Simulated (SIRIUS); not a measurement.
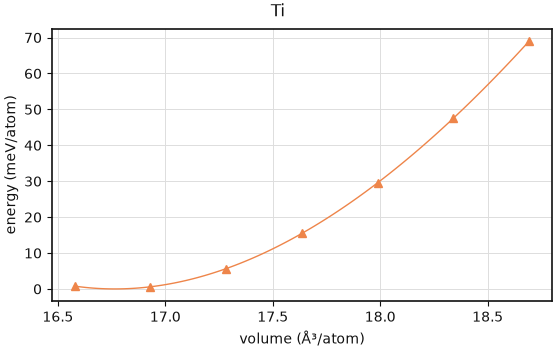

Calculation (SIRIUS 7.12.0): all-electron LAPW DFT, no spin polarisation; energies at scaled volumes of the given cell, shape and fractions fixed, counted from the fit's minimum, third-order Birch-Murnaghan fit. Level: AM05.

```
         setting                                                              value
          k mesh                                                            10×10×6
     occupations                                                        Fermi–Dirac
  smearing width                                                            0.05 eV
      potentials                                               all electron FP LAPW
program settings  basis apw+lo standard, gk cutoff 3.67 1/bohr, pw cutoff 20 1/bohr
```

Cell as given: a = 2.950 Å, b = 2.950 Å, c = 4.680 Å, α = 90.00°, β = 90.00°, γ = 120.00°; 2 atoms.

Caption: Energy against volume for Ti, space group P6_3/mmc (No. 194).

A third-order Birch–Murnaghan fit gives V0 = 16.77 Å³/atom, B0 = 119 GPa and B′ = 3.9. The energy is 0.79 meV/atom at volume 16.58 Å³/atom and 69.04 meV/atom at 18.69 Å³/atom; the lowest computed point is at volume 16.93 Å³/atom (0.61 meV/atom).

Caveats: shape and atomic fractions are frozen while scaling, which makes layered, chain and framework solids too stiff.
